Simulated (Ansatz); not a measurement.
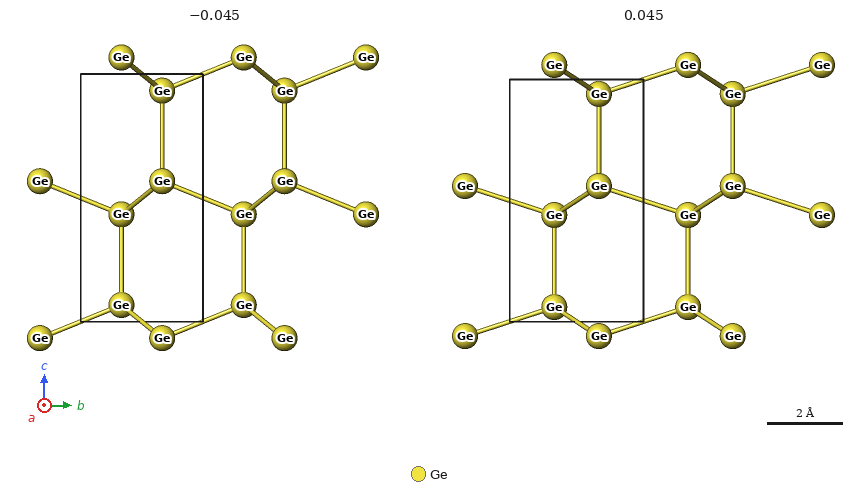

A crystal of Ge (set up in P6_3/mmc), under biaxial strain in the a–b plane (c and atoms relaxed), with energies (extrapolated to zero smearing) counted from the relaxed crystal, which is the row at zero. The picture shows the first and the last member. The picture is a ball-and-stick view of the cell of the calculation, repeated 1 × 2 × 1 with one cell outlined, seen along the a axis.

Computed with Ansatz 0.2.0: DFT r2SCAN, scalar-relativistic, plane waves, PAW. Set-up: plane-wave cutoff 500 eV; k-point mesh 12 × 12 × 6; occupations gaussian; smearing width 0.01 eV; no spin polarisation; force threshold 0.008 eV/Å.

```tsv
strain	energy (meV/atom)	a (Å)	c (Å)
−0.045	60.11	3.816	6.688
−0.03	25.77	3.876	6.656
−0.015	6.20	3.936	6.627
0.0	0.00	3.996	6.603
0.015	5.66	4.056	6.579
0.03	?	?	?
0.045	46.82	4.175	6.541
```

Question: Fill in the missing row.

Answer: A parabola through three neighbouring rows (0.0, 0.015, 0.045) gives, with Lagrange weights, (−0.3333)(0.00) + (1.0000)(5.66) + (0.3333)(46.82) = 21.27 meV/atom. The calculation gives 21.68 meV/atom (a = 4.116 Å, c = 6.558 Å). The estimate is 0.41 meV/atom too low. From the first member to the last: Ge–Ge 2.378 → 2.535 Å, Ge–Ge 2.448 → 2.486 Å.

The whole series:

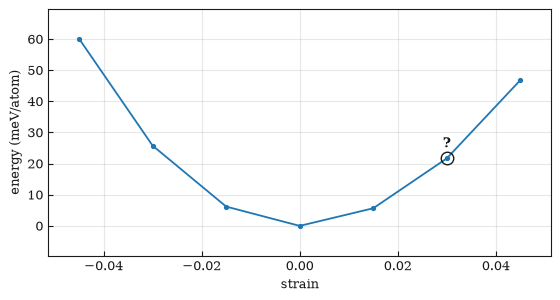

Each member starts from this one structure; whether another phase lies lower wasn't checked.
